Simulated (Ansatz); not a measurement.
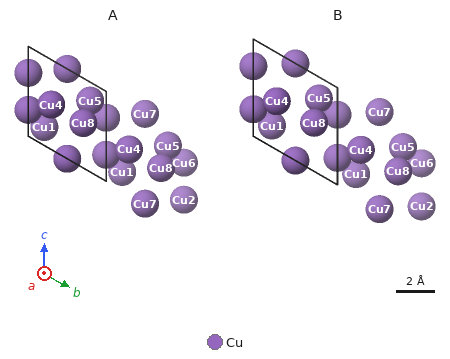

Two geometries of solid Cu (built on the Si_206 type) (coarse preliminary run), drawn at one scale. One is the start of a relaxation, the other its converged end. A spheres-only model of the cell of the calculation, repeated 1 × 2 × 1 with one cell outlined, seen along the a axis.

All numbers below come from Ansatz, DFT PBE, scalar-relativistic, plane waves, PAW. (plane-wave cutoff 420 eV; k-point mesh 4 × 4 × 4; occupations gaussian; smearing width 0.1 eV; no spin polarisation; cell and atoms relaxed; force threshold 0.04 eV/Å; at most 70 steps)

**Which geometry has the lower energy?**

Structure B is the relaxed one. Case: Si type (Ia-3, No. 206). The largest moves relative to the cell, 0.086 Å, are those of Cu atoms. The volume changes by +26.5 %, with a = b = c 5.085 → 5.498 Å (+8.1 %). Among the contacts that change: Cu–Cu 2.095 → 2.438 Å, Cu–Cu 2.108 → 2.259 Å. Among the angles between lasting bonds that change: Cu–Cu–Cu 98.1° → 95.3°. The space group stays Ia-3 (No. 206). After 5 accepted moves (7 points after the start) the energy has fallen by 2.851 eV per cell of the calculation. Largest force component: 1.1 eV/Å at the start, 0.0012 eV/Å at the end. Pressure: 37.07 GPa at the start and 0.12 GPa at the end. At 2 points the geometry stayed and the basis and grid were re-selected for the new cell (energy shift of 46.2 meV per cell of the calculation at most each time). The run took roughly 50 core-seconds on a shared host.
